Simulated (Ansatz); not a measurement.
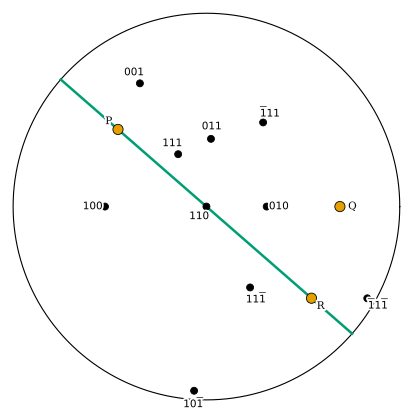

Crystal: Al, the geometry relaxed (final pressure about 6.8 GPa) with DFT PBEsol, scalar-relativistic, plane waves, PAW (Ansatz 0.2.0). Stereographic projection of plane normals (upper hemisphere) centred on (1 1 0). Symmetry computed with spglib at a tolerance of 0.002 Å; standard conventional cell.

a = 4.679 Å, b = 2.701 Å, c = 2.885 Å, α = 90.00°, β = 123.26°, γ = 90.00°.

> Index the poles marked P, Q, R.

P is (1 0 1), 62.5° from the centre; Q is (−1 1 0), 69.2° from the centre; R is (0 1 −1), 71.6° from the centre.

> Which zone does the coloured great circle trace?

The zone [1 −1 −1]: its poles satisfy h − k − l = 0.

> What is the angle between the normals of (1 0 −1) and (0 1 −1), and what are their d_hkl = 1/|g|?

54.0°; d = 2.875 Å and 1.799 Å.
